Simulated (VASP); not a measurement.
# SiC (Moissanite): time-dependent DFT spectra, part 4 of 4

Which functionals bind an exciton in SiC (Moissanite)? The cell is of the wurtzite type, one of the forms listed for this formula. The start is a cell from a database of measured crystal structures.

VASP 6.6.1, plane waves and PAW; the level of theory is named at each step.

So far, lowest excitation (eV): step 5 (casida equation on LDA, time-dependent LDA, Casida form) 3.88; step 9 (casida equation on PBE0, time-dependent PBE0, Casida form) 5.20.

## 12. Casida equation on HSE06

This step: time-dependent HSE06, Casida form; plane waves and PAW (Si, C) (VASP 6.6.1).

The Casida equation, in the Tamm-Dancoff approximation (ANTIRES = 0), couples the pairs by a local exchange-correlation kernel and by exact exchange, which attracts electron and hole.

File INCAR:

```
SYSTEM = SiC
PREC = Accurate
ENCUT = 420
ISMEAR = 0
SIGMA = 0.01
LREAL = .FALSE.
LHFCALC = .TRUE.
AEXX = 0.25
GGA = PE
HFSCREEN = 0.2
LASPH = .TRUE.
NBANDS = 24
PRECFOCK = Fast
ALGO = TDHF
NBANDSO = 5
NBANDSV = 4
OMEGAMAX = 25
NEDOS = 1000
CSHIFT = 0.1
LWAVE = .FALSE.
LCHARG = .FALSE.
ANTIRES = 0
LFXC = .TRUE.
LADDER = .TRUE.
```

File POSCAR:

```
SiC
1.0
    3.0760000000      0.0000000000      0.0000000000
   -1.5380000000      2.6638941420      0.0000000000
    0.0000000000      0.0000000000      5.0480000000
Si C
2 2
Direct
    0.6666666667      0.3333333333      0.5045819132
    0.3333333333      0.6666666667      0.0045819132
    0.6666666667      0.3333333333      0.8804180868
    0.3333333333      0.6666666667      0.3804180868
```

File KPOINTS:

```
Automatic mesh
0
Gamma
6 6 4
0 0 0
```

Potentials, in the order of the species: Si and C (PBE family, release 64).

The run starts from files that an earlier step left in the folder.

Run with:

```
> mpirun -np 4 vasp_std
```

The log of the run:

```text
[banner, memory and clock lines left out]
 LDA part: xc-table for (Slater+PW92), standard interpolation
 found WAVECAR, reading the header
 POSCAR, INCAR and KPOINTS ok, starting setup
 FFT: planning ... GRIDC
 FFT: planning ... GRID_SOFT
 FFT: planning ... GRID
 reading WAVECAR
 the WAVECAR file was read successfully
 initial charge from wavefunction
 available memory per node:    128.46 GB, setting MAXMEM to    131544

 The Fermi energy was updated, please check that it is located mid-gap
 values below the HOMO (VB) or above the LUMO (CB) will cause erroneous energies
 E-fermi :   9.2468

 Doing            0  frequencies on each core in blocks of            0
 parallelization over k-points
 Using distributed matrix
 Using distributed eigensolver
 allocating two-electron 4 orbital integral table    5    4    5    4
 BSE setting up matrix
 available memory per node:    128.51 GB, setting MAXMEM to    131591
 Calculate matrix elements of the BSE Hamiltonian:
 Workload is divided into blocks of two-electron 4 orbital integrals computed in
  parallel.
 Each block/integral has dimensions  of (   5,   4,   5,   4) orbitals
 Total number of blocks/integrals:                10440
 Number of spins:                                     1
 Number of kpoints:                                 144
 Spin channel:                                        1
  Number of blocks of unoccupied bands:               1
  Number of blocks of occupied bands:                 1
 Number of rows/columns of blocks:                  144

                                                        Time (sec)
               Integrals                 Ranks       Real         CPU
  [         1 -        576/     10440]     4         0.61        0.00
  [       577 -       1152/     10440]     4         1.23        0.00
  [      1153 -       1728/     10440]     4         1.84        0.00
  [      1729 -       2304/     10440]     4         2.45        0.00
  [      2305 -       2880/     10440]     4         3.06        0.00
  [      2881 -       3456/     10440]     4         3.72        0.00
  [      3457 -       4032/     10440]     4         4.35        0.00
  [      4033 -       4608/     10440]     4         4.98        0.00
  [      4609 -       5184/     10440]     4         5.59        0.00
  [      5185 -       5760/     10440]     4         6.21        0.00
  [      5761 -       6336/     10440]     4         6.83        0.00
  [      6337 -       6912/     10440]     4         7.44        0.00
  [      6913 -       7488/     10440]     4         8.04        0.00
  [      7489 -       8064/     10440]     4         8.62        0.00
  [      8065 -       8640/     10440]     4         9.19        0.00
  [      8641 -       9216/     10440]     4         9.79        0.00
  [      9217 -       9792/     10440]     4        10.41        0.00
  [      9793 -      10368/     10440]     4        11.02        0.00
  [     10369 -      10440/     10440]     4        11.16        0.00

[... 5 parts as in an earlier step ...]
```

Wall time 22 s (4 MPI ranks of Intel Xeon Platinum 8259CL at 2.50GHz (Skylake/Cascade Lake), shared host); peak memory 1.4 GiB.

From OUTCAR (step 12):

```text
   NELECT =      16.0000    total number of electrons

 E-fermi :   9.2468

[... 9 parts as in an earlier step ...]

[... 1 further part left out ...]
```

Numbers from this step:

```
lowest excitation : 5.019 eV
```

The imaginary dielectric function has structure finer than the step of the table below, so its rows give means over 1 eV, whole bins alone (the curve runs from 0 to 25 eV). Peaks (eV: height): xx 6.0: 7.65, 6.8: 31.9, 7.1: 31.8; zz 6.0: 10.2, 6.7: 29.2, 6.9: 29.4, 7.4: 25.1, 8.1: 10.4, 9.1: 15.7.

From 5 filled and 4 empty bands alone, without any pair above OMEGAMAX = 25 eV, so strength is missing wherever others contribute; lines are broadened by CSHIFT, which also makes the tail under the first line. Imaginary dielectric function against photon energy; means over each step:

| photon energy (eV) | xx | zz |
| --- | --- | --- |
| 1 | 0.0169 | 0.0172 |
| 2 | 0.0382 | 0.0389 |
| 3 | 0.0722 | 0.0735 |
| 4 | 0.143 | 0.146 |
| 5 | 0.418 | 0.415 |
| 6 | 3.86 | 4.44 |
| 7 | 22.9 | 20.1 |
| 8 | 9.81 | 10.9 |
| 9 | 7.67 | 10.8 |
| 10 | 4.08 | 4.81 |
| 11 | 3.52 | 2.57 |
| 12 | 2.30 | 1.51 |
| 13 | 0.695 | 0.966 |
| 14 | 0.272 | 0.331 |
| 15 | 0.189 | 0.287 |
| 16 | 0.110 | 0.0937 |
| 17 | 0.0428 | 0.0707 |
| 18 | 0.0201 | 0.0229 |
| 19 | 0.0150 | 0.0157 |
| 20 | 0.0119 | 0.0123 |
| 21 | 0.00970 | 0.0100 |
| 22 | 0.00804 | 0.00830 |
| 23 | 0.00677 | 0.00699 |
| 24 | 0.00578 | 0.00594 |

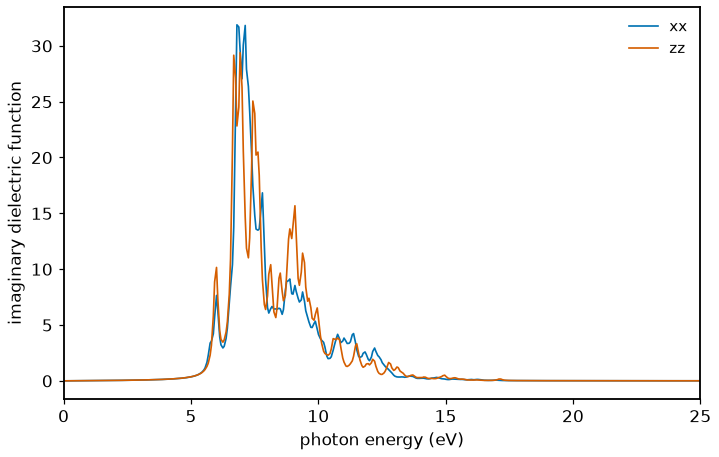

Imaginary dielectric function, plotted against photon energy.

Some of the lowest 40 states alone, with states under 2.5 meV apart joined, scaled to the strongest line shown. Exciton lines, with heights relative to the strongest:

| position (eV) | lines merged | oscillator strength |
| --- | --- | --- |
| 5.020 | 3 | 0.0 |
| 5.329 | 3 | 0.0 |
| 5.355 | 2 | 0.8 |
| 5.358 | 1 | 0.0 |
| 5.724 | 3 | 0.0 |
| 5.758 | 3 | 100 |
| 5.764 | 3 | 0.0 |
| 5.771 | 3 | 9.4 |
| 5.853 | 3 | 0.0 |
| 5.866 | 3 | 0.0 |
| 5.928 | 2 | 0.0 |

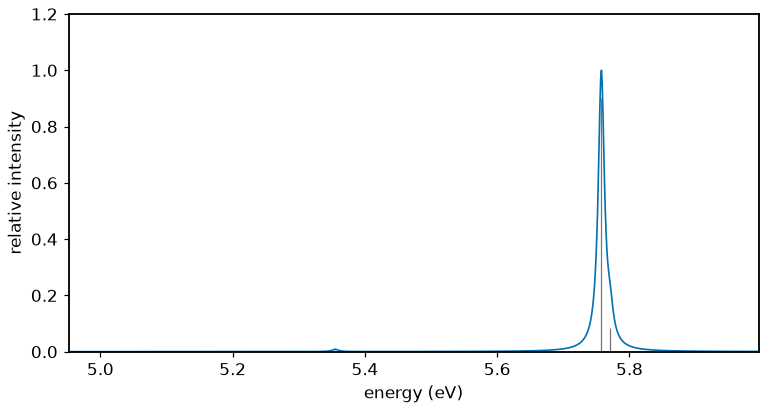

The exciton spectrum, broadened with Lorentzians of width 0.011 eV; bars mark the lines.

The lowest excitation lies at 5.019 eV, -65 meV against the direct gap of these orbitals, a distance that this coarse mesh makes far too large. It is dark; the first state with over 2 % of the strongest strength among the lowest 40 lies at 5.758 eV. Peak heights aren't converged with the mesh, least of all at the onset.

## 13. Summary

This step: time-dependent LDA, PBE0, HSE06; plane waves and PAW (VASP 6.6.1).

No new run; the numbers come from the runs before.

Cost is wall time times ranks on a shared host, for this step alone, without the steps before it. Excitations by level:

| level | first excitation (eV) | cost (core minutes) |
| --- | --- | --- |
| Casida equation on LDA | 3.884 | 1.17 |
| Casida equation on PBE0 | 5.204 | 1.25 |
| Casida equation on HSE06 | 5.019 | 1.47 |

## 14. Results

```
Casida equation on LDA   : lowest vertical excitation 3.884 eV; direct gap 3.884 eV
Casida equation on PBE0  : lowest vertical excitation 5.204 eV; direct gap 5.818 eV
Casida equation on HSE06 : lowest vertical excitation 5.019 eV; direct gap 5.084 eV
```

Time-dependent PBE0 puts the lowest vertical singlet excitation at 5.204 eV, 0.61 eV below the direct gap of 5.818 eV; the states within 10 meV of it carry 0 % of the strength of the strongest such group among the lowest 40 states. Time-dependent HSE06 puts the lowest vertical singlet excitation at 5.019 eV, 0.06 eV below the direct gap of 5.084 eV; the states within 10 meV of it carry 0 % of the strength of the strongest such group among the lowest 40 states. The LDA kernel binds nothing: its lowest excitation, 3.884 eV, sits at the direct gap of 3.884 eV. The binding energy was not obtained: in a well-screened crystal the exciton spreads over many cells, and on this mesh its distance from the gap is set by the mesh and is far too large. On such a mesh the heights of single peaks aren't converged either. For the hybrids, on a mesh this coarse most of the distance from the gap can come from the q = 0 term of the exact exchange, which falls with the number of k points, so it doesn't show which functional binds an exciton. These are vertical excitations; an indirect gap can lie lower. Direct gaps by functional: 3.884 eV at LDA, 5.818 eV at PBE0 and 5.084 eV at HSE06. Exact exchange widens them. Unscreened exchange converges slowly with the mesh, in the gaps as in the binding, and the two errors partly cancel in the excitation energy. Only the bands set by NBANDSO and NBANDSV form pairs, and any pair above OMEGAMAX = 25 eV is dropped, so the spectrum is that of this window; the window can cut degenerate bands, and the ratio of directions in the curves is that of the window, not of the crystal. The given cell is kept, although it stands at -3.5 GPa at LDA and ENCUT = 420 eV, which holds the mismatch of the given cell with this functional and any basis-set error; the relaxation of the atoms, at LDA and ENCUT = 520 eV, gave -2.6 GPa. Not tabulated here, as repeats of values shown or as unfit to read for their mesh, reference level or band range: gaps (empty bands, relaxation); eps2 curves (empty bands); eps1 curves and static values (Casida equation, empty bands); line lists of runs without attraction (Casida equation); exciton binding energies (Casida equation).

[Lines on the potential files, build, host, timing and source positions are cut from VASP's logs without a mark.]

[Logs are printed without paths, hosts, clocks, repeated set-up lines and the standing remarks that a program may print on its own settings, such as how far it seeks lower states.]

[Hosts, paths, dates, database ids (printed as entryN), source tags and the programs' standing remarks are cut or masked in the printed files.]

[Pressures printed for these runs are not shown converged in the cutoff: they can be off by several GPa and have the wrong sign.]
